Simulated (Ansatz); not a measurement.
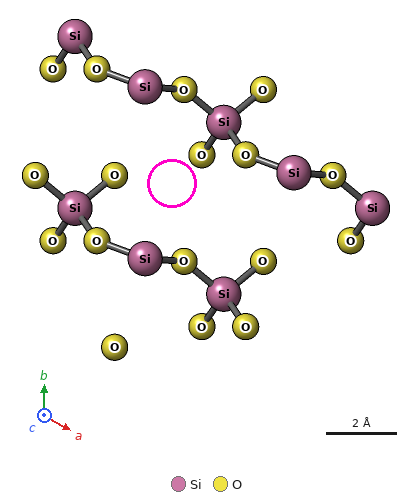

Perfect SiO2. Style: ball-and-stick. Shown: the atoms within 5.4 Å of one point, in a slice 3.4 Å thick across the line of sight, along the c axis.

These are results of DFT, PBEsol, PAW, plane waves (Ansatz), not measurements. Settings: plane-wave cutoff 420 eV; k-point mesh 1 × 1 × 1; mesh shifted by (0.25, 0.25, 0.25); collinear spin. Fermi-Dirac smearing of 0.01 eV. A uniform background neutralises the charged cell. The axes drawn are those of the host's conventional cell.

An extra oxygen atom is put between the host's atoms (an interstitial) at the ringed place, in charge state −1. The supercell has 72 sites, and the atoms are relaxed at the host's cell.

**Predict the relaxed surroundings of the defect.**

The O atom starts with 8 O at 2.28 to 2.74 Å, 2 Si at 2.48 Å around its place and ends with 2 Si at 1.71 to 1.83 Å, 1 O at 2.01 Å. Of the host's atoms, an oxygen atom moves furthest from its site, by 1.05 Å. The O atom itself moves 1.68 Å from where it was put. The cell's net moment is 1.00 μB.

The relaxed defect, seen from the same direction:

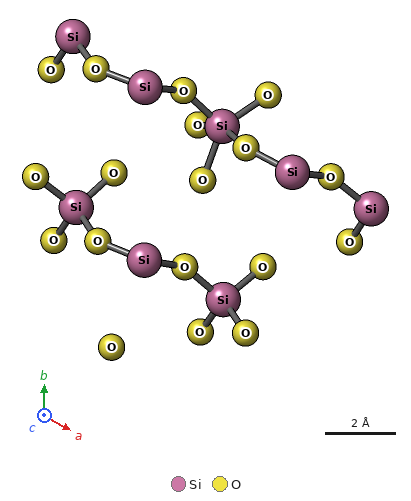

Limits of the set-up: the cell is charged, on a uniform background, and energies carry no finite-size correction.
